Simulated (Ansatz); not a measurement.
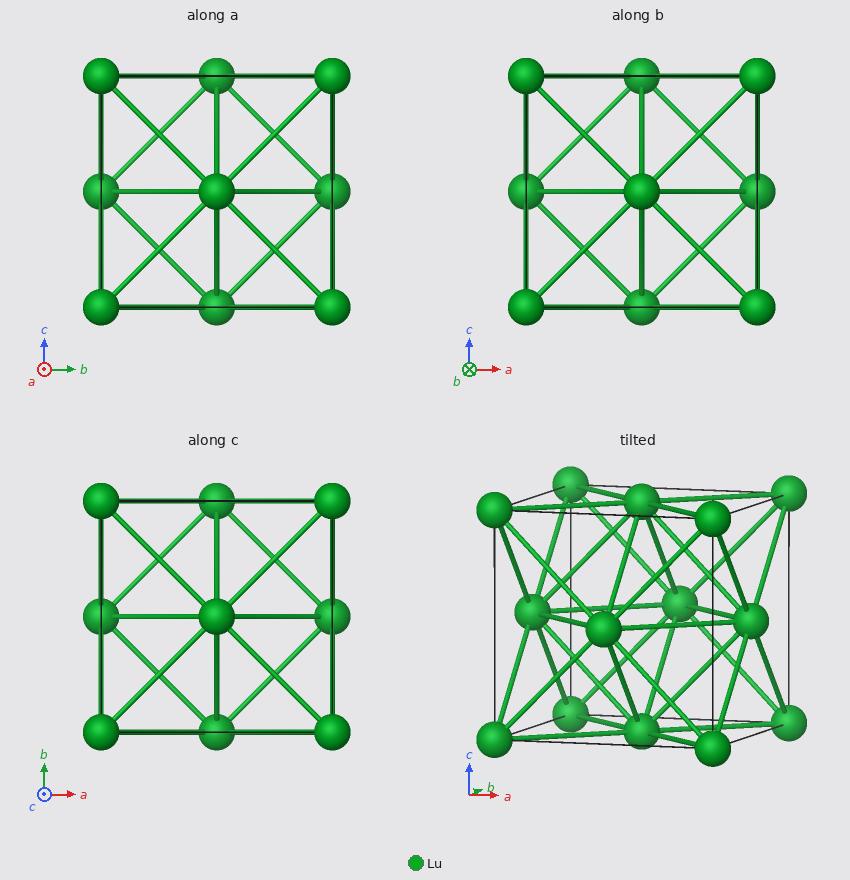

An orthographic ball-and-stick view of the structure, along the a axis, along the b axis, along the c axis and slightly off an axis. Atoms at the boundary of the conventional unit cell (the box) are drawn once for each face, edge or corner they touch.

Lattice parameters: a = 4.9424 Å, b = 4.9424 Å, c = 4.9424 Å, α = 90.000°, β = 90.000°, γ = 90.000°.

**Write the structure as a CIF in P1 with every atom of the cell.**

```cif
data_structure
_symmetry_space_group_name_H-M 'P 1'
_symmetry_Int_Tables_number 1
_cell_length_a 4.9424
_cell_length_b 4.9424
_cell_length_c 4.9424
_cell_angle_alpha 90.000
_cell_angle_beta 90.000
_cell_angle_gamma 90.000
_cell_volume 120.73
loop_
_atom_site_label
_atom_site_type_symbol
_atom_site_fract_x
_atom_site_fract_y
_atom_site_fract_z
_atom_site_occupancy
Lu1 Lu 0.0000 0.0000 0.0000 1
Lu2 Lu 0.0000 0.5000 0.5000 1
Lu3 Lu 0.5000 0.0000 0.5000 1
Lu4 Lu 0.5000 0.5000 0.0000 1
```

Starting structure: a structure type filled with this element by a generator (whether the element takes this form wasn't checked). Earlier steps of the study may have refined or changed the cell and positions. A calculation with Ansatz used it as input.
